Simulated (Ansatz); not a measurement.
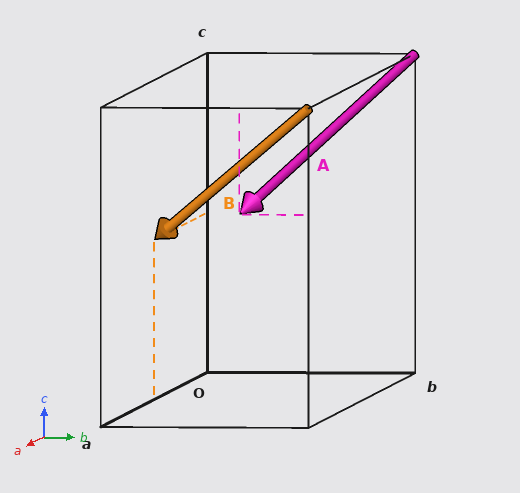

Each arrow starts at a corner of the unit cell and ends on its surface; where a tip isn't a corner, dashed lines run from it parallel to the axes. Crystal: ZnO, the end point of a relaxation at fixed volume with Ansatz, DFT PBE, scalar-relativistic, plane waves, PAW; the starting structure was generated, so it need not be a known form of this composition. The drawing is computed from the coordinates (standard cell, symmetry found to 0.002 Å).

a = 3.312 Å, b = 3.312 Å, c = 5.346 Å, α = 90.00°, β = 90.00°, γ = 120.00°.

### Which lattice directions are drawn?

Arrow A runs from (0, 1, 1) to (1, 2/3, 2/3), so [3 −1 −1], in four indices [7 −5 −2 −3]; Arrow B runs from (1, 1, 1) to (1/2, 0, 1/2), so [−1 −2 −1], in four indices [0 −1 1 −1].

### How long is the vector ua + vb + wc in each case, and what angles do the directions make?

A 13.084 Å; B 7.841 Å. A–B: 64.0°.
